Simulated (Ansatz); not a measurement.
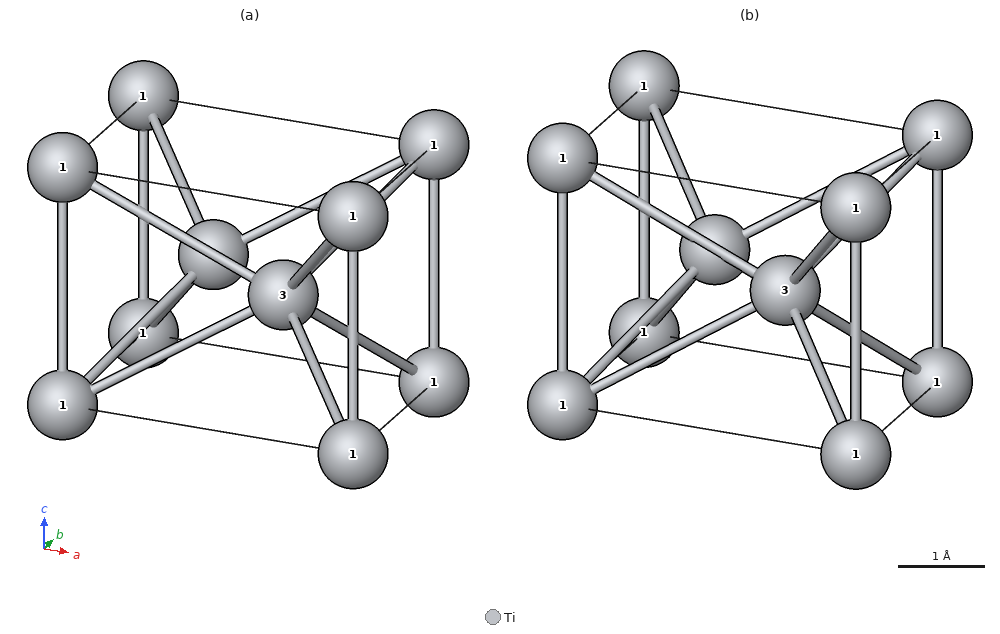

Left: a symmetric starting cell of Ti. Right: the same structure after one change, at the same scale. The picture is a ball-and-stick view of the cell of the calculation, seen slightly off an axis.

All numbers below come from Ansatz, DFT PBEsol, scalar-relativistic, plane waves, PAW. (plane-wave cutoff 420 eV; k-point mesh 12 × 12 × 14; occupations gaussian; smearing width 0.1 eV; no spin polarisation)

> Which change leads from the left to the right?

The cell is strained by +3.9 % along c and +0.9 % across it (volume +5.9 %), the atoms keeping their fractional coordinates. No relaxation follows. The starting cell wasn't computed here and needn't be at equilibrium, so pressure and forces aren't due to the change alone.

> And its effect?

Some distances before and after: Ti–Ti 2.826 → 2.937 Å, Ti–Ti 2.992 → 3.040 Å, Ti–Ti 2.637 → 2.661 Å. The space group stays P6/mmm (No. 191). The pressure is −9.2 GPa (not all of it need come from the change, since the unchanged cell can be under pressure at this level too). The principal stresses (compression positive) are −12.5 GPa along c and −7.6 GPa across it. All forces vanish by symmetry.
